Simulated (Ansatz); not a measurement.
The coordinates of a crystal:

```
Pd
1.0
     3.14456    0.00000    0.00000
     0.00000    3.14456    0.00000
     0.00000    0.00000    3.14456
Pd
2
Direct
  0.00000 0.00000 0.00000
  0.50000 0.50000 0.50000
```

Question: Characterise the structure given above.

Answer: The element is palladium. The atoms follow space group Im-3m (No. 229); the Bravais lattice is body-centred cubic. Among the common structure types it is body-centred cubic (W type). The cell holds two atoms. Pd sits among eight Pd in a cubic arrangement at 2.72 Å. The bonds build a three-dimensional framework.

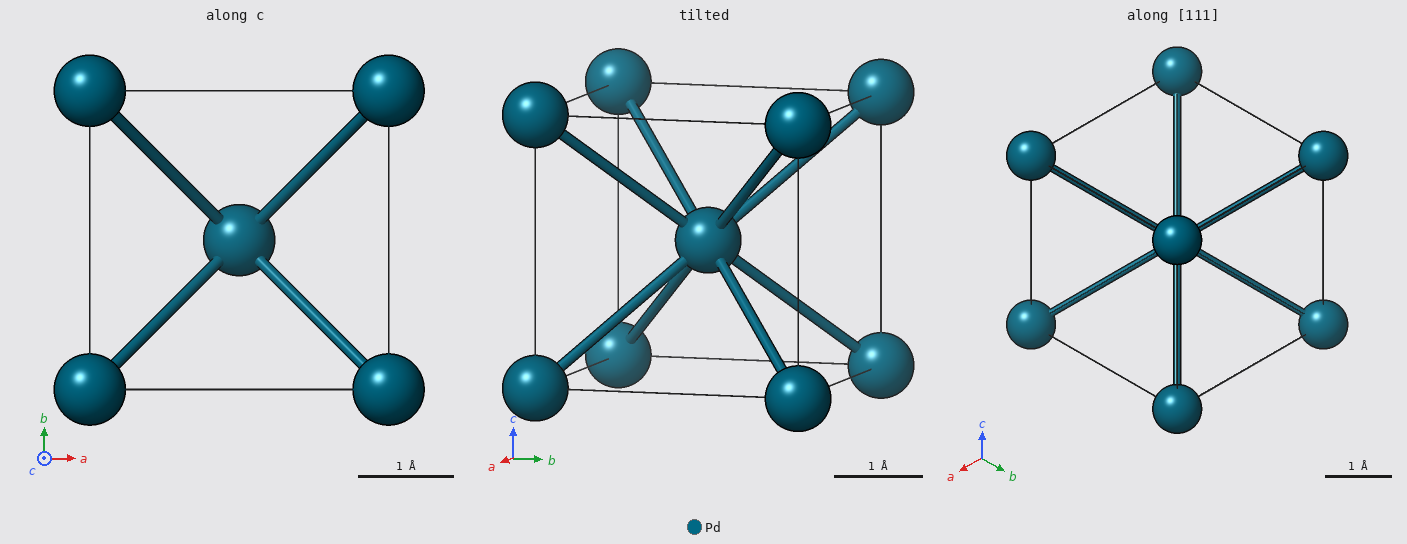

View along the c axis, slightly off an axis and along [111], drawn as a ball-and-stick model. One conventional unit cell is outlined, and atoms on its boundary appear in each equivalent place.

It goes back to a structure listed in the Materials Project. Earlier steps of the study may have refined or changed the cell and positions. It went into a calculation with Ansatz.

At this level of theory the cell isn't at rest (stretched, at -10 GPa), so its distances can differ from those at equilibrium, the more so the softer the solid.
